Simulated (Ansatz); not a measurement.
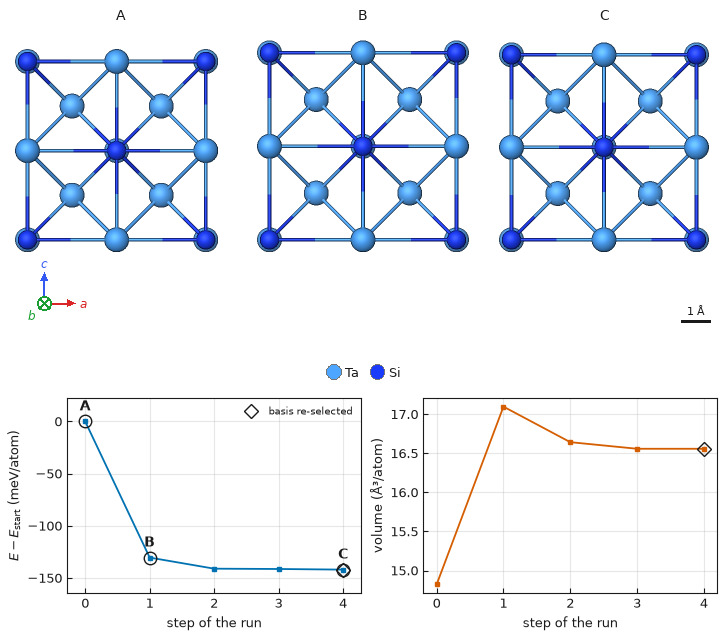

Frames of a relaxation of solid Ta₃Si (a generated structure, set up in Fm-3m) (coarse preliminary run), marked on the history of the run. A ball-and-stick model of the conventional cell (4 times the calculation's cell), seen along the b axis. Lengths and directions refer to the drawn axes.

Case: Ru → Si on all its sites, cell and atoms relaxed.

These are results of Ansatz, DFT r2SCAN, scalar-relativistic, plane waves, PAW, not measurements.

The input:
```yaml
crystal:
  lattice:
    - [0.0, 3.0949032652, 3.0949032652]
    - [3.0949032652, 0.0, 3.0949032652]
    - [3.0949032652, 3.0949032652, 0.0]
  atoms:
    - { symbol: Ta, position: [0.25, 0.25, 0.25] }
    - { symbol: Ta, position: [0.75, 0.75, 0.75] }
    - { symbol: Ta, position: [0.5, 0.5, 0.5] }
    - { symbol: Si, position: [0.0, 0.0, 0.0] }
basis:
  ecutwfc: 500
kpoints:
  mp_grid: { grid: [6, 6, 6] }
hamiltonian:
  xc: r2scan
scf:
  occupations: { method: gaussian, width: 0.1 }
output:
  forces: true
  stress: true
  eigenvalues: true
relax:
  adjacent_minimum: "off"
  f_tol: 0.05
  max_steps: 60
  cell: { stress_tol: 0.5 }
```

Command:
```bash
ansatz run input.yaml --threads 1 --pin off --max-ram 2560MiB --backend cpu --events-out ev --progress --plain --runs-dir out
```

### What happens along the run?

The atoms keep their places relative to the cell (all moves are under 0.005 Å). The drawn cell changes as follows: a = b = c 6.190 → 6.423 Å (+3.8 %); the volume changes by +11.7 %. Near-neighbour distances that change, for instance: Ta3–Si4 3.095 → 3.211 Å, Ta1–Ta2 3.095 → 3.211 Å, Ta1–Ta3 2.680 → 2.781 Å, Ta1–Si4 2.680 → 2.781 Å. The space group stays Fm-3m (No. 225). Over 3 accepted moves (4 points after the start) the energy falls by 142 meV per atom. All forces vanish by symmetry, so only the cell relaxes. Pressure: 28.65 GPa at the start and 0.01 GPa at the end. The SCF was repeated once at an unchanged geometry on a basis and grid sized afresh for the cell, which shifted the energy by 0.6 meV per atom at most. Cost: 18 s on 1 thread of Arm Neoverse V2, on a shared host, peak memory 0.54 GiB. From step 0 to 1: volume +15.3 %, energy −130 meV per atom. From step 1 to 4: volume −3.2 %, energy −11.5 meV per atom.

| step | E − E(0), meV/atom | pressure, GPa | volume, Å³/atom | note |
| --- | --- | --- | --- | --- |
| 0 | 0.00 | 28.65 | 14.822 |  |
| 1 | -130.41 | -6.21 | 17.097 |  |
| 2 | -141.05 | -1.06 | 16.643 |  |
| 3 | -141.35 | -0.01 | 16.558 |  |
| 4 | -141.96 | 0.01 | 16.558 | same geometry, new basis |
